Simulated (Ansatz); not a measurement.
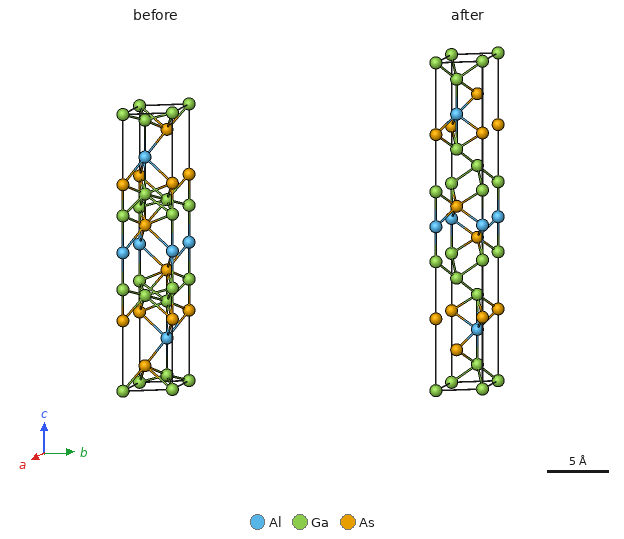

The structure of crystalline AlGa3As2 (a generated structure, set up in R-3m) (coarse preliminary run) before (left) and after (right) a relaxation, at one scale.

Style: ball-and-stick. Shown: the conventional cell (3 times the calculation's cell), slightly off an axis. Lengths and directions refer to the drawn axes.

Method: DFT PBE, scalar-relativistic, plane waves, PAW (Ansatz). Set-up: plane-wave cutoff 420 eV; k-point mesh 6 × 6 × 6; occupations gaussian; smearing width 0.1 eV; no spin polarisation; cell and atoms relaxed; force threshold 0.04 eV/Å; at most 70 steps.

What changed between the two?

Answer. The largest moves relative to the cell, 0.96 Å, are those of As atoms. By element the largest moves are As 0.96 Å, Ga 0.74 Å. Al stays in place. Cell: a = b 4.143 → 3.899 Å (−5.9 %), c 23.158 → 27.439 Å (+18.5 %). Volume +4.9 %. Among the contacts that change: As–Ga 2.604 → 4.784 Å, Ga–Ga 2.842 → 3.986 Å, As–Ga 3.016 → 3.863 Å, Al–As 3.133 → 2.669 Å. Bonds break: As–Ga (2.60 → 4.78 Å). Bond angles that change, for instance: Ga–Ga–Ga 111.1° → 88.7°, Ga–Ga–Ga 68.9° → 91.3°, Ga–Ga–As 71.9° → 89.4°. The space group stays R-3m (No. 166). After 10 accepted moves (13 points after the start) the energy has fallen by 579 meV per atom. Largest force component: 1.9 eV/Å at the start, 0.0064 eV/Å at the end. The pressure goes from 14.56 to 0.04 GPa. The line search rejected the trial step at point 9 of the run. The SCF was repeated twice at an unchanged geometry on a basis and grid sized afresh for the cell, which shifted the energy by 4.1 meV per atom at most. Cost: 2.8 min on 1 thread of AMD EPYC 7R43 64-Core Processor (Zen 3), on a shared host, peak memory 0.53 GiB.
